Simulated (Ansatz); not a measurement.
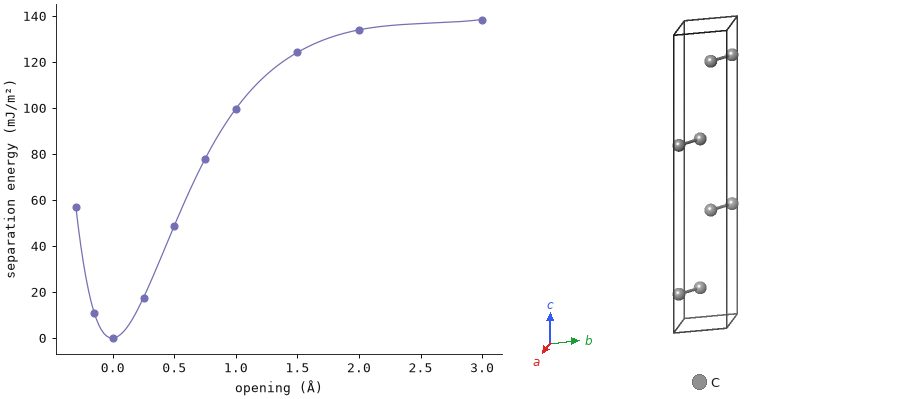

The plot gives the computed separation energy against opening for C, space group Fmmm (No. 69). The cell is drawn beside the plot.

Structure:
```xyz
8
Lattice="-1.2228 2.1167 0.0000 -1.2228 -2.1167 0.0000 0.0000 0.0000 13.4706" Properties=species:S:1:pos:R:3 pbc="T T T"
C    -1.2228    1.7641    1.6838
C    -1.2228    1.7641    8.4192
C    -1.2228   -0.3527   11.7868
C    -1.2228   -0.3527    5.0515
C    -1.2228   -1.7641   11.7868
C    -1.2228   -1.7641    5.0515
C    -1.2228    0.3527    1.6838
C    -1.2228    0.3527    8.4192
```

Computed with Ansatz 0.2.0: rigid opening of a crystal across a plane by lengthening cell vector c along the normal, one cut a cell, unrelaxed, by plane-wave density functional theory with PAW datasets, free energies less that of the undisturbed cell; scalar-relativistic. Level: LDA, no spin polarisation.

- wave cutoff: 420 eV
- k mesh: 22×22×4
- occupations: Gaussian
- smearing width: 0.15 eV
- k shift: (0, 0, 0) (mesh steps)
- start: relaxed
- height of the cut: 0 (fraction of cell vector c)

What work of separation does the curve reach?

Answer. The energy levels off at about 138 mJ/m², the work of separating the two rigid halves, or 69.2 mJ/m² for each new face on average.

Is the starting structure at a minimum along this coordinate?

Answer. Yes: the energy rises on both sides of the starting structure, which is therefore a minimum along this path.
